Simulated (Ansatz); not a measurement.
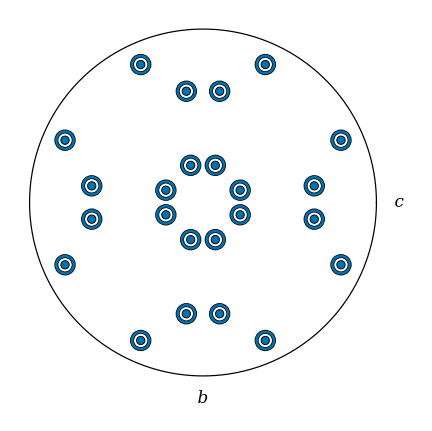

Stereographic projection: filled dots lie in the upper hemisphere, open rings in the lower. The a axis points at the viewer. The poles are all faces of one general form. Computed from the symmetry operations of a computed or model structure of composition Sb, which need not be its known form.

Q: Name the crystal class.

A: m-3m (Oh), order 48, cubic system: three fourfold axes, four threefold axes, six twofold axes, nine mirror planes, an inversion centre.

Q: Can such a crystal be piezoelectric, pyroelectric or chiral?

A: It is centrosymmetric, so neither piezoelectric nor pyroelectric; it is not chiral.
